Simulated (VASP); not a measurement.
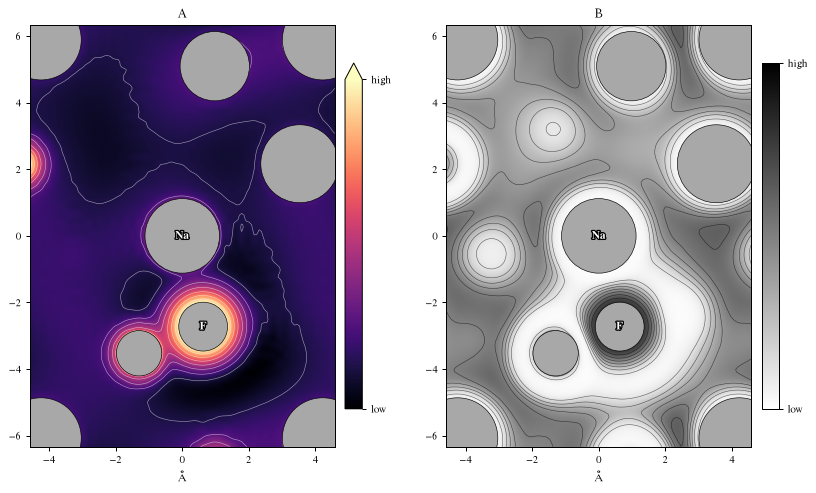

Na₁₆F (cell with a defect): 2 fields on the (101̄) plane of the calculation cell, with unlabelled colour scales. Grey discs cover the atomic cores.

Not relaxed (largest force 0.7 eV/Å).

Level of theory: VASP 6.6.1, Kohn-Sham DFT of a periodic cell, PBE, VASP PAW PBE potentials, recommended.

### Which field does each panel show? The fields are: electron localisation function and valence pseudo-density.

Panel A: valence pseudo-density. Panel B: electron localisation function.
